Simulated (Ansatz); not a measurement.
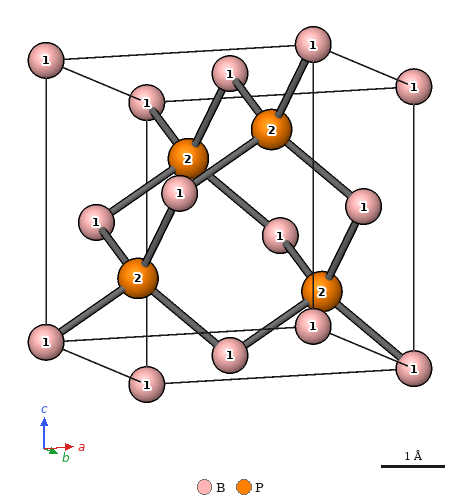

The starting point is solid BP (set up in F-43m). Style: ball-and-stick. Shown: the conventional cell (4 times the calculation's cell), from a free direction. Lengths and directions refer to the drawn axes.

Method: DFT, PBE, PAW with Ansatz's default frozen-core files, scalar-relativistic (Ansatz). (plane-wave cutoff 420 eV; k-point mesh 15 × 15 × 15; occupations fermi dirac; smearing width 0.05 eV; no spin polarisation)

Change: The cell is strained by 0.0 % along b and −2.0 % across it (volume −4.0 %), the atoms keeping their fractional coordinates. No relaxation follows.

What does the calculation give for the changed structure?

Answer. The energy rises by 16.1 meV per atom. Pressure: 1.1 GPa before, 8.4 GPa after. The principal stresses (compression positive) are 4.5 GPa along b and 10.3 GPa across it. All forces vanish by symmetry. Near-neighbour distances before and after: B–P 1.965 → 1.939 Å. The space group (tolerance 0.01 Å) goes from F-43m (No. 216) to I-4m2 (No. 119).

Drawn alike, the variant:

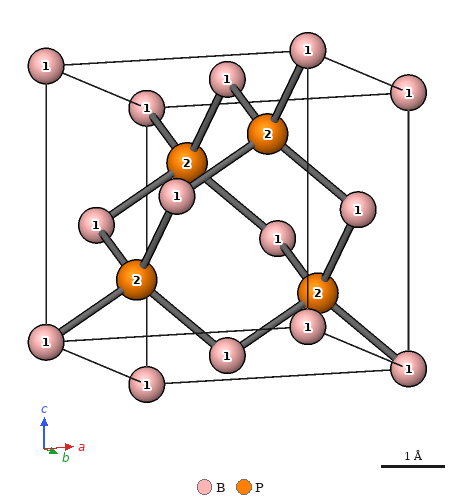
